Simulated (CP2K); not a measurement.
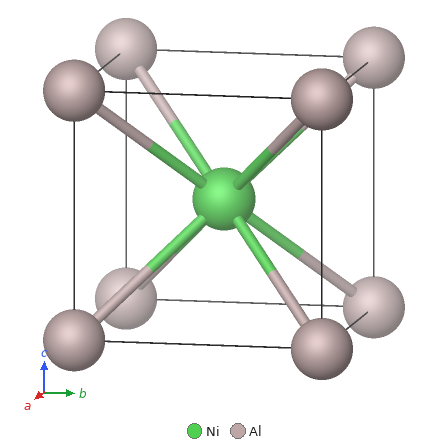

System: AlNi, space group Pm-3m (No. 221). The picture shows the conventional cell.

Starting cell:
```cif
data_structure
_symmetry_space_group_name_H-M 'P 1'
_symmetry_Int_Tables_number 1
_cell_length_a 2.8810
_cell_length_b 2.8810
_cell_length_c 2.8810
_cell_angle_alpha 90.000
_cell_angle_beta 90.000
_cell_angle_gamma 90.000
_cell_volume 23.91
loop_
_atom_site_label
_atom_site_type_symbol
_atom_site_fract_x
_atom_site_fract_y
_atom_site_fract_z
_atom_site_occupancy
Ni1 Ni 0.50000 0.50000 0.50000 1
Al1 Al 0.00000 0.00000 0.00000 1
```

Calculation (CP2K 2026.2): DFT in Gaussian orbitals with a plane-wave density, collinear spins; energies at scaled volumes of the given cell, shape and fractions fixed, counted from the fit's minimum, third-order Birch-Murnaghan fit. Level: PBEsol, collinear spin.

- k mesh: 9×9×9
- occupations: Fermi–Dirac
- smearing width: 0.05 eV
- potentials: GTH PBE with UZH TZVP basis (short range sets on d metals)
- density cutoff: 8163 eV
- program settings: ngrids 4, basis sets Ni TZVP-MOLOPT-SR-GTH-q18, basis sets Al TZVP-MOLOPT-PBE-GTH-q3, cutoff ry 600 Ry, rel cutoff ry 60 Ry

What does the calculation give for the energy and pressure against volume? The volume takes the values 11.24, 11.48, 11.72, 11.96, 12.20, 12.43, 12.67 Å³/atom.

A third-order Birch–Murnaghan fit gives V0 = 11.82 Å³/atom, B0 = 170 GPa and B′ = 4.3. The energy is 16.70 meV/atom at volume 11.24 Å³/atom and 28.83 meV/atom at 12.67 Å³/atom; the lowest computed point is at volume 11.72 Å³/atom (0.50 meV/atom). The pressure falls from 9.60 GPa at volume 11.24 Å³/atom to −10.20 GPa at 12.67 Å³/atom, and changes sign near 11.83 Å³/atom.

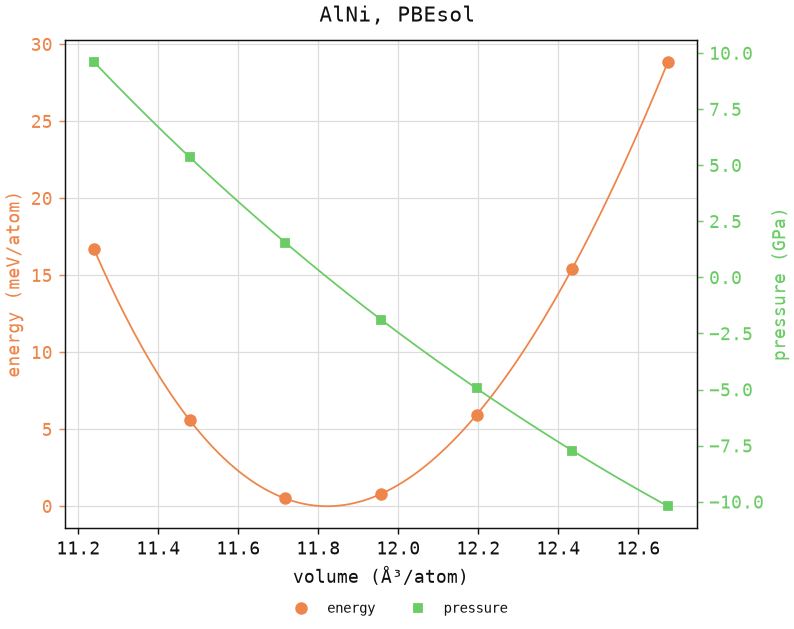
